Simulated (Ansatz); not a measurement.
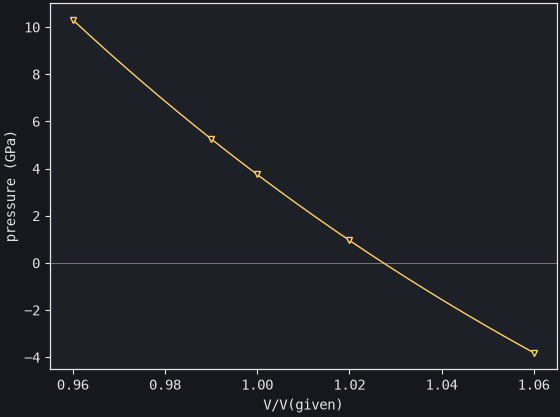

Plotted: pressure against V/V(given).

Computed with Ansatz 0.2.0: periodic Kohn-Sham DFT of a crystal at fixed atoms, scaled to the stated factor times the given cell; pressure positive in compression, energy less spherical unpolarised free atoms. Level: PBE.

### For which of these solids was it computed?
A. AgCl, Pm-3m (No. 221), 20.2 Å³/atom
B. WSe₂, P6_3/mmc (No. 194), 20.3 Å³/atom
C. NbC, Fm-3m (No. 225), 10.6 Å³/atom

B, WSe₂: pressure from −3.8 GPa to 10.3 GPa. The others give: AgCl, pressure from −2.441 GPa to 3.287 GPa; NbC, pressure from −0.2 GPa to 46.0 GPa.

For WSe₂, limits of the calculation: field gradient without spin-orbit coupling on heavy atoms; no spin-orbit coupling on heavy atoms; shape and atomic fractions are frozen while scaling, which makes layered, chain and framework solids too stiff.
